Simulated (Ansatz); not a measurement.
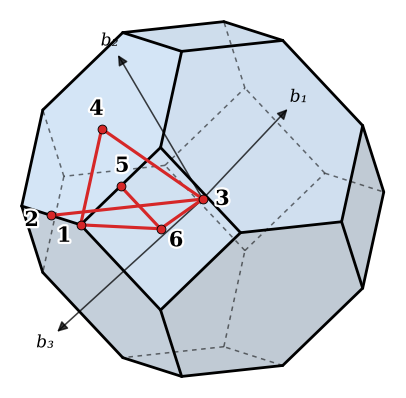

Crystal: MgO, coordinates from a relaxation with DFT PBEsol, scalar-relativistic, plane waves, PAW (Ansatz). The first Brillouin zone of a face-centred cubic lattice (cF; extended symbol cF2) is drawn with its special points numbered. The drawing is computed from the coordinates (standard cell, symmetry found to 0.002 Å).

a = 4.214 Å, b = 4.214 Å, c = 4.214 Å, α = 90.00°, β = 90.00°, γ = 90.00°.

Labels and path follow the convention of Hinuma et al. (2017), as computed by seekpath; the arrows show the directions of the reciprocal primitive vectors b₁, b₂, b₃, in which coordinates are given.

Question: Which special point is each number?

Answer:
```csv
no.,label,coordinates
1,W,"(1/2, 1/4, 3/4)"
2,K,"(3/8, 3/8, 3/4)"
3,Γ,"(0, 0, 0)"
4,L,"(1/2, 1/2, 1/2)"
5,U,"(5/8, 1/4, 5/8)"
6,X,"(1/2, 0, 1/2)"
```
